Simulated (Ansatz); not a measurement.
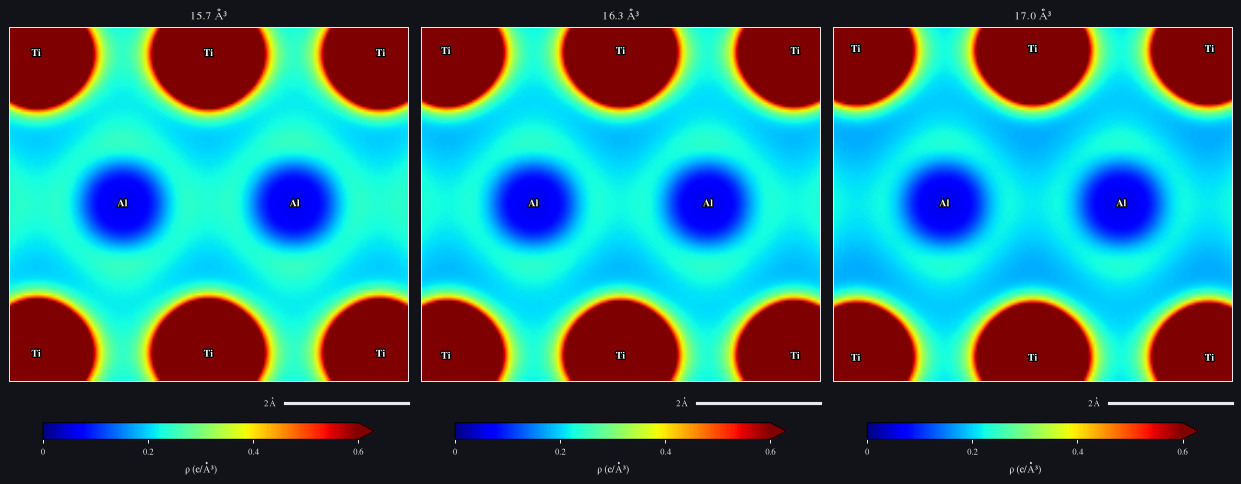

TiAl. The valence pseudo-density of cells scaled evenly to different volumes (given per atom above each panel), on the (011̄) plane of each (indices in the axes of the cell below), at one length scale and on one colour scale.

All numbers below come from Kohn-Sham DFT of a periodic cell, HSE06, Ansatz PAW (Ansatz 0.2.0).

In a PAW calculation such maps are meaningful between the atoms, not at the nuclei.

The largest cell:

```
CELL_PARAMETERS angstrom
2.89295 0.00000 0.00000
0.00000 2.89295 0.00000
0.00000 0.00000 4.13871
ATOMIC_POSITIONS crystal
Ti 0.00000 0.00000 0.00000
Al 0.50000 0.50000 0.50000
```

| volume (Å³/atom) | Ti–Ti contact in the plane (Å) | ρ at its midpoint (e/Å³) | pressure (GPa) | 
| --- | --- | --- | --- |
| 15.68 | 2.799 | 0.247 | 3.0 | 
| 16.01 | 2.818 | ? | ? | 
| 16.34 | 2.837 | 0.236 | −2.1 | 
| 16.99 | 2.875 | 0.228 | −6.2 | 
| 17.32 | 2.893 | 0.224 | −7.9 | 

Estimate the missing row, and compare with the calculation.

Answer. Over the known rows ln ρ falls by 1.03 per Å of Ti–Ti distance (a least-squares line), which gives 0.242 e/Å³ at 2.818 Å; the calculation gives 0.241 e/Å³. For the pressure, a straight line in volume between the neighbouring rows gives 0.4 GPa; the calculation gives 0.3.
